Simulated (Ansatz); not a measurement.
Cu12O (slab)

```xyz
13
Lattice="5.1332 0.0000 0.0000 -2.5666 4.4455 0.0000 0.0000 0.0000 19.6236" Properties=species:S:1:pos:R:3 pbc="T T T"
Cu    1.2833    0.7409    4.0001
Cu    0.0000    2.9637    4.0001
Cu    3.8499    0.7409    4.0001
Cu    2.5666    2.9637    4.0001
Cu    0.0000    1.4818    6.0617
Cu   -1.2833    3.7046    6.0617
Cu    2.5666    1.4818    6.0617
Cu    1.2833    3.7046    6.0617
Cu    0.0000    0.0000    8.1236
Cu   -1.2833    2.2228    8.1236
Cu    2.5666    0.0000    8.1236
Cu    1.2833    2.2228    8.1236
O     0.0000    0.0000    9.8405
```

Computed without spin polarisation.

The calculation used Ansatz, DFT PBE, scalar-relativistic, plane waves, PAW.

Question: What can the converged valence pseudo-density and electron localisation function tell about the bonding?

Answer: Cu–O (1.72 Å): the density is about 1.2 e/Å³ at the midpoint; the ELF peaks at about 0.80 in the valence shell of O, 0.5 Å from its nucleus, and is about 0.30 at the midpoint.

Question: Does the calculation give a band gap?

Answer: It is metallic or semimetallic at this level of theory: no gap opens.

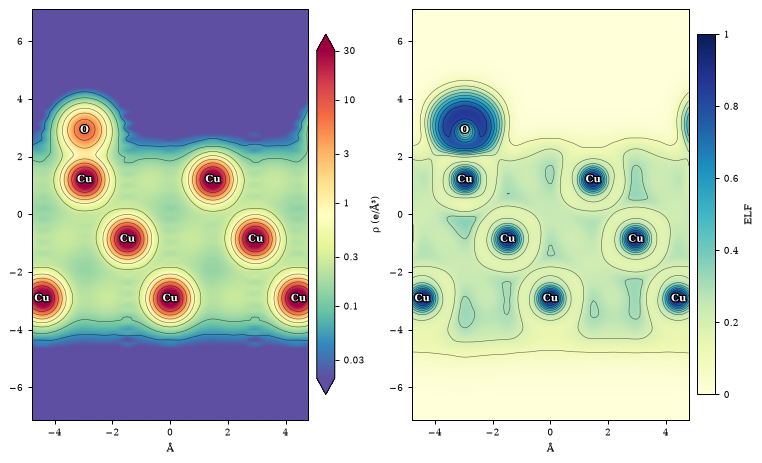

Computed valence pseudo-density and electron localisation function on the (110) plane of the calculation cell, a cut from vacuum to vacuum, in this order. 

In a PAW calculation such maps are meaningful between the atoms, not at the nuclei.
